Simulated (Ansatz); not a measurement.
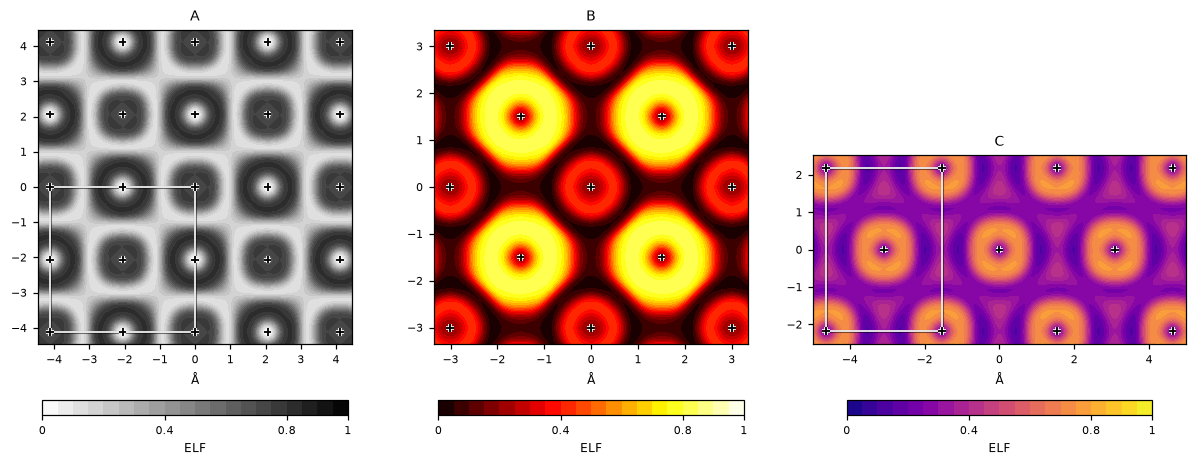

The electron localisation function of 3 systems, each on a plane through atoms (crosses mark nuclei in the plane).

The calculation used DFT PBE, scalar-relativistic, plane waves, PAW in Ansatz 0.2.0.

System 1: VN, the (010) plane of the conventional cell. Space group Fm-3m; a generated structure, not necessarily the stable one; the program warned that a starting moment wasn't kept; spin-polarised, but the moments vanished.

```
CELL_PARAMETERS angstrom
4.11658 0.00000 0.00000
0.00000 4.11658 0.00000
0.00000 0.00000 4.11658
ATOMIC_POSITIONS crystal
V 0.00000 0.00000 0.00000
V 0.50000 0.50000 0.00000
V 0.50000 0.00000 0.50000
V 0.00000 0.50000 0.50000
N 0.50000 0.00000 0.00000
N 0.00000 0.50000 0.00000
N 0.00000 0.00000 0.50000
N 0.50000 0.50000 0.50000
```

System 2: Mo, the (11̄0) plane of the conventional cell. Space group Im-3m; computed pressure about 22 GPa in this cell; computed without spin polarisation.

```xyz
2
Lattice="3.0854 0.0000 0.0000 0.0000 3.0854 0.0000 0.0000 0.0000 3.0854" Properties=species:S:1:pos:R:3 pbc="T T T"
Mo    0.0000    0.0000    0.0000
Mo    1.5427    1.5427    1.5427
```

System 3: Mg₈O₇ (cell with a defect), the (101) plane of the calculation cell. 

```xyz
15
Lattice="0.0000 4.2537 -4.2537 4.2537 4.2537 0.0000 4.2537 0.0000 -4.2537" Properties=species:S:1:pos:R:3 pbc="T T T"
Mg    6.3812    8.4990   -6.3840
Mg    4.2495    6.3663   -6.3826
Mg    6.3753    6.3699   -4.2574
Mg    4.2487    4.2429   -4.2601
Mg    8.5020    8.4986   -8.5038
Mg    2.1216    6.3698   -4.2570
Mg    4.2490    6.3767   -2.1306
Mg    2.1180    4.2418   -2.1300
O     2.1233    2.1163   -2.1301
O     4.2493    6.3731   -4.2557
O     2.1220    4.2450   -4.2572
O     6.3754    4.2441   -4.2561
O     4.2491    2.1169   -4.2561
O     6.3764    6.3724   -6.3833
O     4.2511    4.2445   -6.3819
```

Question: Match each panel to its system.

Answer: Panel A is system 1, VN: the plane holds V and N. V–N (2.06 Å): the ELF peaks at about 0.80 in the valence shell of N, 0.6 Å from its nucleus, and is about 0.20 at the midpoint; no localised pair shows between them. Panel B is system 3, Mg₈O₇: the plane holds Mg and O. Mg–O (2.13 Å): the ELF peaks at about 0.85 in the valence shell of O, 0.6 Å from its nucleus, and is about 0.35 at the midpoint (a largely ionic contact). Panel C is system 2, Mo: the plane holds Mo. Mo–Mo (2.67 Å): the ELF is about 0.30 at the midpoint: no localised pair shows between them.
